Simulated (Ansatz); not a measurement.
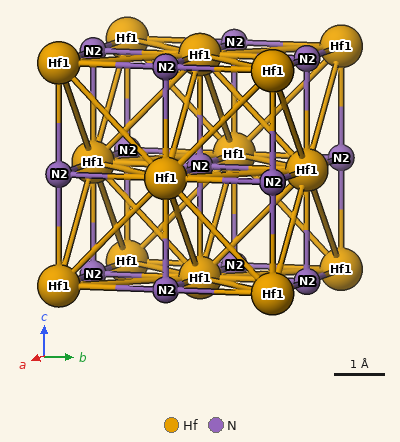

**Figure 1.** The structure as given in the input (ball-and-stick view of the cell 4 times as large as that of the calculation, set on its symmetry axes, seen slightly off an axis; atoms are numbered from 1 in the order of the input). An atom can appear more than once, as a periodic image.

# Run report: HfN, geometry relaxation

The run: geometry relaxation of HfN (Fm-3m, 2 atoms in the cell). Method and program: DFT r2SCAN, scalar-relativistic, plane waves, PAW, no spin polarisation (Ansatz 0.2.0).

The structure derives from a Materials Project entry. Figures and captions count atoms from 1; the log counts them from 0 in places.

The input:
```yaml
crystal:
  lattice:
    - [0.0, 2.2558601243, 2.2558601243]
    - [2.2558601243, 0.0, 2.2558601243]
    - [2.2558601243, 2.2558601243, 0.0]
  atoms:
    - { symbol: Hf, position: [0.0, 0.0, 0.0] }
    - { symbol: "N", position: [0.5, 0.5, 0.5] }
basis:
  ecutwfc: 500
kpoints:
  mp_grid: { grid: [16, 16, 16] }
hamiltonian:
  xc: r2scan
scf:
  occupations: { method: gaussian, width: 0.1 }
output:
  forces: true
  stress: true
  eigenvalues: true
  write_density: true
  write_potential: true
  elf: true
  volumetric_format: npy
relax:
  adjacent_minimum: "off"
  f_tol: 0.005
  max_steps: 80
  cell: { stress_tol: 0.05 }
```

Machine: 1 thread of AMD EPYC (Zen 3), 192 GiB of memory available, shared host.

Launched with:
```bash
ansatz run input.yaml --threads 1 --pin off --max-ram 2560MiB --backend cpu --events-out ev --progress --plain --runs-dir out
```

Log:
```
Engine: ansatz 0.2.0, x86_64-unknown-linux-gnu
Pseudopotentials: kind: paw
Pseudopotential: Hf, paw, valence charge 26, recommended cutoff 500 eV (meta_gga), Hf.paw.azcp
Pseudopotential: N, paw, valence charge 5, recommended cutoff 500 eV (meta_gga), N.paw.azcp
Functional definition: r2SCAN
  parameter k0 = 0.174
  parameter k1 = 0.065
  parameter a1 = 4.9479
  exchange = r2scan_x(k0 = k0, k1 = k1, a1 = a1)
  correlation = r2scan_c
Crystal: 2 atoms, lattice volume = 22.960 Å³
Basis set: ecut = 500 eV, 561 PW (Γ), exchange–correlation on 96×96×96 points (64 copies of the dense FFT grid, shifted against one another)
Bands: 20, of which v1, the nominal top of the filled ones, is band 16 counted from 1 (15 counted from 0)
Symmetry: 48 space group operations
Space group: Fm-3m (ITA 225), of the structure as read, at distance tolerance 2.8e-5 Å
k-points: 145 of 4096
Non-local potential: Hf, projectors of the file, l = 0: 3, l = 1: 2, l = 2: 2, l = 3: 3
Non-local potential: N, projectors of the file, l = 0: 2, l = 1: 2, l = 2: 1
PAW form: soft (Blöchl's): semilocal exchange-correlation on the pseudo side does not see the compensation charge
PAW frozen core: Hf, regenerated for the run's functional (the file was generated under x = pbe(κ = 0.804, μ = 0.2195149727645171), c = pbe(β = 0.06672455060314922))
PAW frozen core: N, regenerated for the run's functional (the file was generated under x = pbe(κ = 0.804, μ = 0.2195149727645171), c = pbe(β = 0.06672455060314922))
PAW one-centre angular grid: Hf, 974 points (default); XC on 160 Gauss nodes
PAW one-centre angular grid: N, 302 points (default); XC on 160 Gauss nodes
Initial density: superposition of atomic densities (neutral atoms: chi_scale 0, normalization atom), corrected by the library's trained network
Initial wavefunctions: pseudopotential atomic-orbital guess
Functional: x = r2scan, c = r2scan; τ floored in thin density (d = 2e-4 eV/Å³)
SCF iter   1: F=—  HF=-16121.579971 eV  |F-HF|=—  |Δ(HF+E_count)|=         —  Δρ=1.15e-2  dr2=2.64e-2  dr2_τ=1.41e-1  ethr=1.77e-3  ⟨swp⟩=4.4  Hψ=11450  notcnv=0
preconditioner: auto → Kerker (q_TF=auto, 2.868 Å⁻¹)  [metal: Δε(μ)=0.018 eV  Ē_g=20.037 eV  σ=0.100 eV  W_gap=0.10  n_scr=14 (ndim 8)  ℏωp=41.7 eV  f_vac=0.000  D(μ)=0.56/eV (n_scr^D=0)]
SCF iter   2: F=—  HF=-16121.636021 eV  |F-HF|=—  |Δ(HF+E_count)|=   5.61e-2  Δρ=7.59e-3  dr2=1.48e-2  dr2_τ=8.23e-4  ethr=8.52e-5  ⟨swp⟩=2.0  Hψ=6905  notcnv=0  defer=54
SCF iter   3: F=—  HF=-16121.634143 eV  |F-HF|=—  |Δ(HF+E_count)|=   1.88e-3  Δρ=4.83e-3  dr2=4.26e-3  dr2_τ=3.21e-4  ethr=4.78e-5  ⟨swp⟩=2.4  Hψ=4450  notcnv=0  defer=54
SCF iter   4: F=—  HF=-16121.634283 eV  |F-HF|=—  |Δ(HF+E_count)|=   1.40e-4  Δρ=1.82e-3  dr2=7.17e-4  dr2_τ=3.25e-5  ethr=1.37e-5  ⟨swp⟩=1.5  Hψ=3902  notcnv=0  defer=54
SCF iter   5: F=—  HF=-16121.634349 eV  |F-HF|=—  |Δ(HF+E_count)|=   6.63e-5  Δρ=3.63e-4  dr2=2.58e-5  dr2_τ=9.34e-7  ethr=2.31e-6  ⟨swp⟩=2.0  Hψ=4417  notcnv=0  defer=54
SCF iter   6: F=—  HF=-16121.634375 eV  |F-HF|=—  |Δ(HF+E_count)|=   2.56e-5  Δρ=8.69e-5  dr2=1.85e-6  dr2_τ=2.59e-8  ethr=8.33e-8  ⟨swp⟩=2.0  Hψ=4657  notcnv=0  defer=54
SCF iter   7: F=—  HF=-16121.634377 eV  |F-HF|=—  |Δ(HF+E_count)|=   2.19e-6  Δρ=3.78e-5  dr2=3.49e-7  dr2_τ=2.41e-8  ethr=5.97e-9  ⟨swp⟩=2.0  Hψ=5109  notcnv=0  defer=54
SCF iter   8: F=-16121.634377 eV  HF=-16121.634377 eV  |F-HF|=3.75e-9  |Δ(HF+E_count)|=   6.02e-9  Δρ=6.60e-6  dr2=8.37e-9  dr2_τ=1.92e-9  ethr=3.23e-10  ⟨swp⟩=9.9  Hψ=19474  notcnv=0
the search or the solves at the SCF's close seem to have found levels that the self-consistency loop had missed (the run counts 1). By its estimate they hold under 1e-12 electrons; where the run keeps them, the occupations were computed again with them
SCF 1 converged in 8 iterations: F = -16121.634377 eV  dr2 = 8.37e-9
  greatest PAW one-centre occupation: 0.998 electrons in one spin orbital (limit 2), on the Hf atom at site 0 (counted from 0), in its partial waves of l = 3
relax step   1: F+E_penalty+E_count = -16121.63437722 eV  Δ(F+E_penalty+E_count) = +0.000e0 eV  max|allowed force component| = 6.179e-30 eV/Å  Δτ_max = 0.0000 Å  P = +2.605 GPa  Ω = 22.960 Å³  (8 SCF iters, dr2 threshold 1.00e-7 eV, accepted)
Crystal: 2 atoms, lattice volume = 23.282 Å³
Basis set: ecut = 500 eV, 609 PW (Γ), exchange–correlation on 96×96×96 points (64 copies of the dense FFT grid, shifted against one another)
Initial density: handed on by an earlier stage of this run
Initial wavefunctions: those handed on with the density
iter 1 solved again at ethr=9.32e-7 eV; its pass at ethr=3.10e-3 eV (dr2=2.89e-4 eV) is discarded
SCF iter   1: F=—  HF=-16121.630599 eV  |F-HF|=—  |Δ(HF+E_count)|=         —  Δρ=1.18e-3  dr2=2.43e-4  dr2_τ=4.14e-3  ethr=9.32e-7  ⟨swp⟩=2.0  Hψ=15044  notcnv=0
preconditioner: auto → Kerker (q_TF=auto, 2.862 Å⁻¹)  [metal: Δε(μ)=0.008 eV  Ē_g=19.803 eV  σ=0.100 eV  W_gap=0.05  n_scr=14 (ndim 8)  ℏωp=41.4 eV  f_vac=0.000  D(μ)=0.59/eV (n_scr^D=0)]
SCF iter   2: F=—  HF=-16121.635512 eV  |F-HF|=—  |Δ(HF+E_count)|=   4.91e-3  Δρ=1.01e-3  dr2=2.58e-4  dr2_τ=7.18e-6  ethr=7.85e-7  ⟨swp⟩=2.0  Hψ=5166  notcnv=0
SCF iter   3: F=—  HF=-16121.635474 eV  |F-HF|=—  |Δ(HF+E_count)|=   3.83e-5  Δρ=3.39e-4  dr2=2.04e-5  dr2_τ=9.98e-6  ethr=7.85e-7  ⟨swp⟩=2.0  Hψ=4506  notcnv=0
SCF iter   4: F=—  HF=-16121.635481 eV  |F-HF|=—  |Δ(HF+E_count)|=   7.08e-6  Δρ=3.19e-4  dr2=2.77e-5  dr2_τ=1.79e-6  ethr=6.58e-8  ⟨swp⟩=2.0  Hψ=4550  notcnv=0
SCF iter   5: F=—  HF=-16121.635480 eV  |F-HF|=—  |Δ(HF+E_count)|=   7.04e-7  Δρ=9.54e-5  dr2=2.31e-6  dr2_τ=1.21e-7  ethr=6.58e-8  ⟨swp⟩=2.0  Hψ=4561  notcnv=0
SCF iter   6: F=—  HF=-16121.635480 eV  |F-HF|=—  |Δ(HF+E_count)|=   7.63e-8  Δρ=1.05e-4  dr2=3.10e-6  dr2_τ=1.93e-7  ethr=7.44e-9  ⟨swp⟩=2.0  Hψ=4664  notcnv=0
SCF iter   7: F=-16121.635480 eV  HF=-16121.635480 eV  |F-HF|=2.32e-8  |Δ(HF+E_count)|=   6.02e-8  Δρ=1.91e-5  dr2=9.81e-8  dr2_τ=3.28e-9  ethr=6.45e-10  ⟨swp⟩=6.8  Hψ=19630  notcnv=0
SCF 2 converged in 7 iterations: F = -16121.635480 eV  dr2 = 9.81e-8
relax step   2: F+E_penalty+E_count = -16121.63547993 eV  Δ(F+E_penalty+E_count) = -1.103e-3 eV  max|allowed force component| = 5.325e-30 eV/Å  Δτ_max = 0.0000 Å  P = -1.365 GPa  Ω = 23.282 Å³  energy of the carried Pulay correction = -9.636e-5 eV  (7 SCF iters, dr2 threshold 2.00e-7 eV, accepted)
Crystal: 2 atoms, lattice volume = 23.170 Å³
iter 1 solved again at ethr=9.57e-8 eV; its pass at ethr=3.10e-3 eV (dr2=2.97e-5 eV) is discarded
SCF iter   1: F=—  HF=-16121.635404 eV  |F-HF|=—  |Δ(HF+E_count)|=         —  Δρ=3.92e-4  dr2=2.54e-5  dr2_τ=4.88e-4  ethr=9.57e-8  ⟨swp⟩=2.0  Hψ=14815  notcnv=0
preconditioner: auto → Kerker (q_TF=auto, 2.864 Å⁻¹)  [metal: Δε(μ)=0.011 eV  Ē_g=19.816 eV  σ=0.100 eV  W_gap=0.06  n_scr=14 (ndim 8)  ℏωp=41.5 eV  f_vac=0.000  D(μ)=0.58/eV (n_scr^D=0)]
SCF iter   2: F=—  HF=-16121.636002 eV  |F-HF|=—  |Δ(HF+E_count)|=   5.98e-4  Δρ=3.38e-4  dr2=2.85e-5  dr2_τ=8.67e-7  ethr=8.20e-8  ⟨swp⟩=2.0  Hψ=5166  notcnv=0
SCF iter   3: F=—  HF=-16121.635998 eV  |F-HF|=—  |Δ(HF+E_count)|=   4.56e-6  Δρ=1.15e-4  dr2=2.57e-6  dr2_τ=9.28e-7  ethr=8.20e-8  ⟨swp⟩=2.0  Hψ=4478  notcnv=0
SCF iter   4: F=—  HF=-16121.635999 eV  |F-HF|=—  |Δ(HF+E_count)|=   1.55e-6  Δρ=1.05e-4  dr2=2.93e-6  dr2_τ=1.90e-7  ethr=8.30e-9  ⟨swp⟩=2.1  Hψ=4455  notcnv=0
SCF iter   5: F=—  HF=-16121.635999 eV  |F-HF|=—  |Δ(HF+E_count)|=   6.23e-8  Δρ=2.87e-5  dr2=2.05e-7  dr2_τ=9.77e-9  ethr=8.30e-9  ⟨swp⟩=2.0  Hψ=4551  notcnv=0
SCF iter   6: F=—  HF=-16121.635999 eV  |F-HF|=—  |Δ(HF+E_count)|=   6.91e-8  Δρ=3.87e-5  dr2=4.22e-7  dr2_τ=2.66e-8  ethr=6.45e-10  ⟨swp⟩=8.1  Hψ=17896  notcnv=0
SCF iter   7: F=-16121.635999 eV  HF=-16121.635999 eV  |F-HF|=1.62e-8  |Δ(HF+E_count)|=   2.22e-8  Δρ=1.10e-5  dr2=3.56e-8  dr2_τ=1.66e-9  ethr=6.45e-10  ⟨swp⟩=6.1  Hψ=18561  notcnv=0
SCF 3 converged in 7 iterations: F = -16121.635999 eV  dr2 = 3.56e-8
relax step   3: F+E_penalty+E_count = -16121.63599920 eV  Δ(F+E_penalty+E_count) = -5.193e-4 eV  max|allowed force component| = 4.174e-30 eV/Å  Δτ_max = 0.0000 Å  P = -0.020 GPa  Ω = 23.170 Å³  energy of the carried Pulay correction = -6.307e-5 eV  (7 SCF iters, dr2 threshold 2.00e-7 eV, accepted)
Initial wavefunctions: pseudopotential atomic-orbital guess (no wavefunctions were taken with the density)
iter 1 solved again at ethr=6.87e-9 eV; its pass at ethr=3.10e-3 eV (dr2=2.13e-6 eV) is discarded
SCF iter   1: F=—  HF=-16121.636063 eV  |F-HF|=—  |Δ(HF+E_count)|=         —  Δρ=2.96e-5  dr2=4.79e-8  dr2_τ=2.55e-8  ethr=6.87e-9  ⟨swp⟩=3.1  Hψ=20699  notcnv=0
preconditioner: auto → Kerker (q_TF=auto, 2.864 Å⁻¹)  [metal: Δε(μ)=0.010 eV  Ē_g=19.819 eV  σ=0.100 eV  W_gap=0.06  n_scr=14 (ndim 8)  ℏωp=41.5 eV  f_vac=0.000  D(μ)=0.59/eV (n_scr^D=0)]
SCF iter   2: F=—  HF=-16121.636063 eV  |F-HF|=—  |Δ(HF+E_count)|=   3.68e-7  Δρ=1.54e-5  dr2=1.17e-8  dr2_τ=1.04e-8  ethr=1.54e-10  ⟨swp⟩=2.0  Hψ=4029  notcnv=0
SCF iter   3: F=—  HF=-16121.636063 eV  |F-HF|=—  |Δ(HF+E_count)|=   1.65e-7  Δρ=2.42e-6  dr2=1.02e-9  dr2_τ=1.31e-10  ethr=3.76e-11  ⟨swp⟩=2.0  Hψ=4639  notcnv=0
SCF iter   4: F=—  HF=-16121.636063 eV  |F-HF|=—  |Δ(HF+E_count)|=  9.00e-10  Δρ=1.05e-6  dr2=2.01e-10  dr2_τ=2.76e-11  ethr=3.30e-12  ⟨swp⟩=2.0  Hψ=4987  notcnv=0
SCF iter   5: F=—  HF=-16121.636063 eV  |F-HF|=—  |Δ(HF+E_count)|=    0.00e0  Δρ=8.37e-7  dr2=6.54e-11  dr2_τ=2.62e-11  ethr=1.00e-12  ⟨swp⟩=2.0  Hψ=4511  notcnv=0
SCF iter   6: F=-16121.636063 eV  HF=-16121.636063 eV  |F-HF|=5.46e-12  |Δ(HF+E_count)|=  4.64e-10  Δρ=1.71e-7  dr2=4.75e-12  dr2_τ=5.13e-13  ethr=1.00e-12  ⟨swp⟩=4.9  Hψ=13856  notcnv=0
SCF 4 converged in 6 iterations: F = -16121.636063 eV  dr2 = 4.75e-12
relax step   4: F+E_penalty+E_count = -16121.63606333 eV  Δ(F+E_penalty+E_count) = -6.413e-5 eV  max|allowed force component| = 3.599e-30 eV/Å  Δτ_max = 0.0000 Å  P = -0.021 GPa  Ω = 23.170 Å³  stress off target by 2.13e-2 GPa  SCF on the basis re-selected at this cell (its energy is not comparable with the rows above)  (6 SCF iters)
```

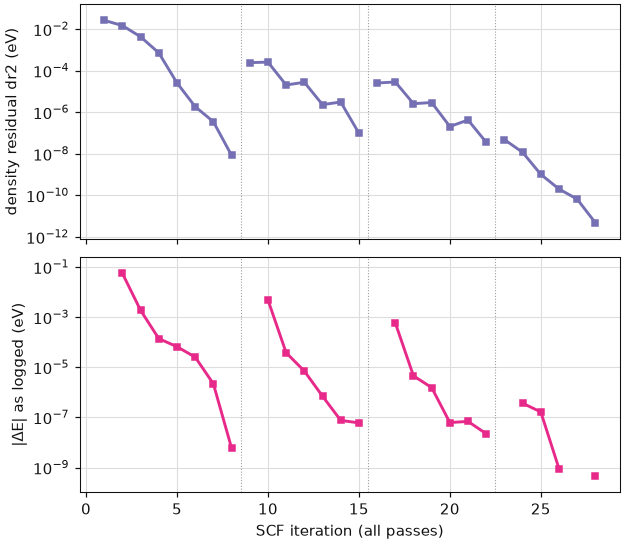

**Figure 2.** Convergence of the self-consistent field: density residual dr2 and size of the energy change against the SCF iteration. The dotted lines part the SCF passes of the relaxation: geometry steps, rejected trials and re-solves on a re-selected basis. The passes take 8, 7, 7 and 6 iterations.

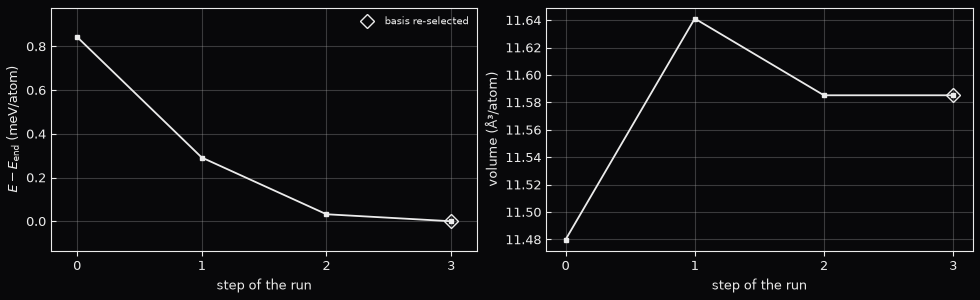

**Figure 3.** Progress of the relaxation, step by step (the first geometry is step 0 here and step 1 in the log). No atom moves by more than 0.005 Å relative to the cell. Cell: a = b = c 4.512 → 4.525 Å (+0.3 %). Volume +0.9 %. Among the contacts that change: Hf1–Hf1 3.190 → 3.200 Å, Hf1–N2 2.256 → 2.263 Å. The space group stays Fm-3m (No. 225). Over 2 geometry steps the energy falls by 0.8 meV per atom. All forces vanish by symmetry, so only the cell relaxes. The pressure goes from 2.60 to −0.02 GPa. A last SCF at the same geometry on a re-selected plane-wave basis shifts the energy by next to nothing (0.0 meV per atom). (Atoms are counted from 1 in the order of the input.)

```
basis re-selected at this cell: Δ(F+E_penalty+E_count) = -6.413e-5 eV, ΔP = -0.001 GPa vs the last step (what re-selecting the basis moved, of the pressure what is left beyond the Pulay correction that the steps carried, after the strain that the cell walked since its last selection, with what the two solves' SCF thresholds leave and, on support functions, any second-order correction that the steps lacked; it is no measure of the basis error at this ecutwfc). This SCF's stress stands 2.13e-2 GPa from its target on what of the cell is left free (relax.cell.stress_tol is 5.00e-2 GPa) and its largest allowed force component is 3.60e-30 eV/Å (relax.f_tol is 5.00e-3 eV/Å): within both
SCF converged after 6 iterations
Free energy (F): -16121.636063 eV
Harris-Foulkes:  -16121.636063 eV  (|F-HF|=5.46e-12)
Internal energy: -16121.633137 eV  (E = F + TS)
E sigma→0 (E₀):  -16121.634600 eV
Entropy (-TS):   -0.002927 eV (-1.463 meV/atom)
Fermi energy:    23.923677 eV
--- Per-component energies (eV) ---
  E_band       = 159.217380
  E_kinetic    = 557.970214
  E_local      = -4737.032748  (includes V_loc(G=0)·N_el)
  E_nonlocal   = -1203.306738
  E_hartree    = 2250.096097
  E_xc         = -344.758419
  E_vxc        = -380.119046  (∫ρ·V_xc dr)
  E_paw        = -7080.820068  (= ΣΔE_a)
  E_vpaw       = 1402.313000  (= ΣTr[D̂ρ^β])
  E_aug_tail   = 0.000016  (compensation charges beyond the density's cutoff)
  E_vtau       = 19.200550  (kinetic-family band-sum trace: ∫τ·v_τ [+ j·A + Jᵃ·Aᵃ] dr)
  E_ewald      = -5564.073448
  E_core_change = 0.291957  (= ΣΔE_core)
  E_smearing   = -0.002927  (= −TS)
  E_closure    = -0.000000  (closes the sum)
  Σ components = -16121.636063   (vs F -16121.636063, Δ=0.00e0)
--- Forces (eV/Å), atoms counted from 1 ---
  atom   1  Hf    -0.00000000     0.00000000    -0.00000000
  atom   2  N      0.00000000    -0.00000000    -0.00000000
  max |Σ_I F_I| component: 5.42e-30 eV/Å
--- Stress (GPa, compression-positive) ---
       -0.021336      -0.000000      -0.000000
       -0.000000      -0.021336       0.000000
       -0.000000       0.000000      -0.021336
  P = ⅓ Tr σ = -0.0213 GPa (-0.213 kbar)
--- Band table (eV; the first three rows and the last of 145) ---
  k-point 0: bands = ["-40.8398", "-8.5825", "-8.5825", "-8.5825", "5.2386", "10.7465", "10.7465", "10.7465", "10.7838", "10.8843", "10.8843", "10.8843", "20.5944", "20.5944", "20.5944", "23.5628", "23.5628", "23.5628", "25.8980", "25.9293"]
  k-point 1: bands = ["-40.8374", "-8.6227", "-8.5856", "-8.5856", "5.3262", "10.7476", "10.7500", "10.7500", "10.7858", "10.8816", "10.8816", "10.8845", "20.1939", "20.3568", "20.3568", "23.6768", "23.6997", "23.6997", "26.1917", "26.2363"]
  k-point 2: bands = ["-40.8307", "-8.7353", "-8.5945", "-8.5945", "5.5770", "10.7518", "10.7601", "10.7601", "10.7915", "10.8738", "10.8738", "10.8848", "19.2796", "19.7980", "19.7980", "23.8845", "24.0618", "24.0618", "26.9461", "27.0404"]
  k-point 144: bands = ["-40.7572", "-9.1276", "-9.1276", "-8.9266", "6.8436", "10.8017", "10.8146", "10.8146", "10.8388", "10.8388", "10.8609", "10.8993", "17.3676", "18.0029", "18.0029", "25.0572", "25.0572", "29.4347", "29.5010", "30.2882"]
--- Relaxed structure (3 steps of the walk, 3 accepted, 1 SCFs on fresh bases) ---
  F+E_penalty+E_count = -16121.63606333 eV   max|allowed force component| = 3.599e-30 eV/Å   (the final SCF, on the basis selected at the relaxed cell)
  cell:  # Å, volume = 23.1703 Å³
    - [-2.5476860164477946e-34, 2.2627375537154863, 2.2627375537154863]
    - [2.2627375537154863, 9.935975464146402e-34, 2.2627375537154863]
    - [2.2627375537154863, 2.2627375537154863, -1.3502735887173312e-33]
  atoms:
    - { symbol: Hf, position: [1.1116475063094655e-36, -3.1126130176610435e-36, -3.334942518922734e-36] }
    - { symbol: N, position: [0.5, 0.5, 0.5] }
```

Trajectory as extended XYZ (Å, eV, eV/Å), 4 frames, from step=1 to step=4:
```
2
Lattice="0.0000 2.2559 2.2559 2.2559 0.0000 2.2559 2.2559 2.2559 0.0000" Properties=species:S:1:pos:R:3:forces:R:3 step=1 energy=-16121.63438 pressure_GPa=2.60
Hf    0.0000    0.0000    0.0000    0.0000   0.0000   0.0000
N     2.2559    2.2559    2.2559    0.0000   0.0000   0.0000
2
Lattice="0.0000 2.2664 2.2664 2.2664 0.0000 2.2664 2.2664 2.2664 0.0000" Properties=species:S:1:pos:R:3:forces:R:3 step=2 energy=-16121.63548 pressure_GPa=-1.37
Hf    0.0000    0.0000    0.0000    0.0000   0.0000   0.0000
N     2.2664    2.2664    2.2664    0.0000   0.0000   0.0000
2
Lattice="0.0000 2.2627 2.2627 2.2627 0.0000 2.2627 2.2627 2.2627 0.0000" Properties=species:S:1:pos:R:3:forces:R:3 step=3 energy=-16121.63600 pressure_GPa=-0.02
Hf    0.0000    0.0000    0.0000    0.0000   0.0000   0.0000
N     2.2627    2.2627    2.2627    0.0000   0.0000   0.0000
2
Lattice="0.0000 2.2627 2.2627 2.2627 0.0000 2.2627 2.2627 2.2627 0.0000" Properties=species:S:1:pos:R:3:forces:R:3 step=4 energy=-16121.63606 pressure_GPa=-0.02
Hf    0.0000    0.0000    0.0000    0.0000   0.0000   0.0000
N     2.2627    2.2627    2.2627    0.0000   0.0000   0.0000
```

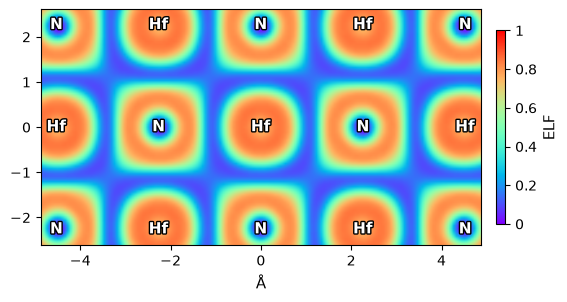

**Figure 4.** ELF on the (001) plane of the conventional cell. The section cuts through Hf and N sites. Hf–N (2.26 Å): the ELF is about 0.15 at the midpoint (no shared pair; the contact is polar). Hf–Hf (3.20 Å): the ELF is about 0.15 at the midpoint; no shared electron pair. The strong features right at Hf lie inside the PAW spheres (semicore, d or f shells) and say nothing about bonding. The fields are those of the smooth PAW valence density.

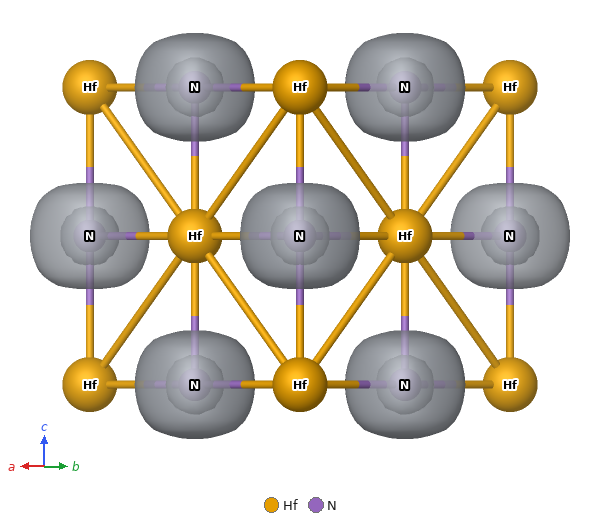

**Figure 5.** Isosurface of the electron localisation function at 0.7 (grey), seen along [110]. Core shells and regions of very low density are left out. Sticks mark near contacts. The outline is the cell set on symmetry axes. Values along the shortest contacts: Hf–N (2.26 Å): the ELF is about 0.15 at the midpoint; a polar contact without a shared pair, in a metal. Hf–Hf (3.20 Å): the ELF is about 0.15 at the midpoint (no shared electron pair).

Summary:

- outcome: converged
- space group (tolerance 0.01 Å): Fm-3m (225)
- electrons treated: 31
- free energy: −16121.6361 eV
- Fermi energy: 23.924 eV
- gap on the k-point mesh: none (metallic)
- pressure: −0.02 GPa
- final volume: 23.17 Å³
- largest force (length of the vector) at the end: under 0.001 eV/Å
- final cell: a = 3.200 Å, b = 3.200 Å, c = 3.200 Å, α = 60.00°, β = 60.00°, γ = 60.00°
- wall time: 37 s
- peak memory: 0.5 GiB

Remarks:

Spin–orbit coupling is left out, which matters for Hf. The cell holds an odd number of electrons but the run has no spin polarisation, so a band is left half filled.
